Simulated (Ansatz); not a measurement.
The cell of KI (Fm-3m). Source of the atomic positions: a calculation's input that goes back to an entry of the Crystallography Open Database (an earlier step may have relaxed or displaced it).

```cif
data_structure
_symmetry_space_group_name_H-M 'Fm-3m'
_symmetry_Int_Tables_number 225
_cell_length_a 7.0891
_cell_length_b 7.0891
_cell_length_c 7.0891
_cell_angle_alpha 90.000
_cell_angle_beta 90.000
_cell_angle_gamma 90.000
_cell_volume 356.27
loop_
_atom_site_label
_atom_site_type_symbol
_atom_site_symmetry_multiplicity
_atom_site_Wyckoff_symbol
_atom_site_fract_x
_atom_site_fract_y
_atom_site_fract_z
_atom_site_occupancy
K1 K 4 a 0.00000 0.00000 0.00000 1
I1 I 4 b 0.50000 0.00000 0.00000 1
```

Take as void every point where the procrystal density (the sum of the densities of spherically averaged neutral Hartree-Fock atoms) is below 0.007 e/bohr³. From Rb on the atoms have core potentials, so only their outer electrons count. What do the voids look like?

Answer. The voids take about 49 % of the cell (180 Å³ of 356.3 Å³) and are bounded by about 280 Å² of surface per cell. Where they connect, they form a three-dimensional network.

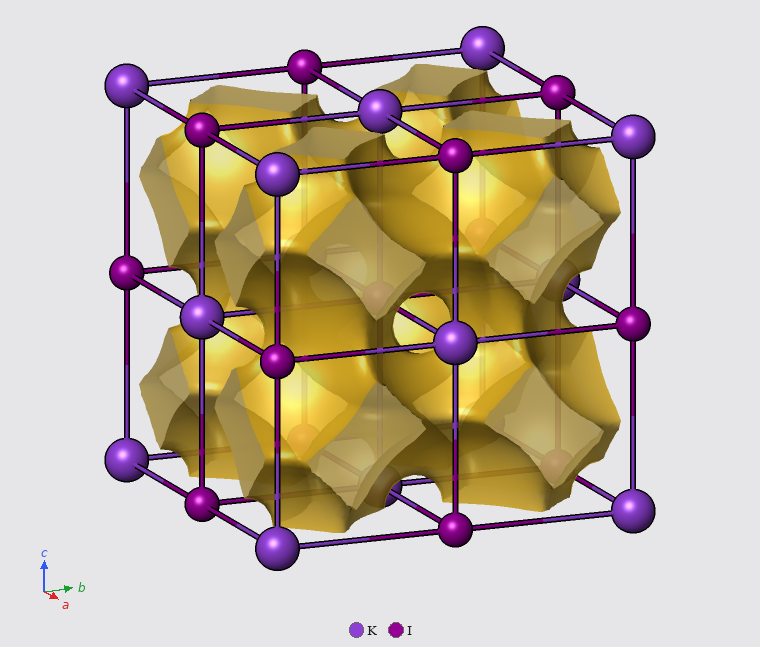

The voids drawn in 1×1×1 cells, view slightly off an axis. Pale faces close the region where the drawn box cuts it.
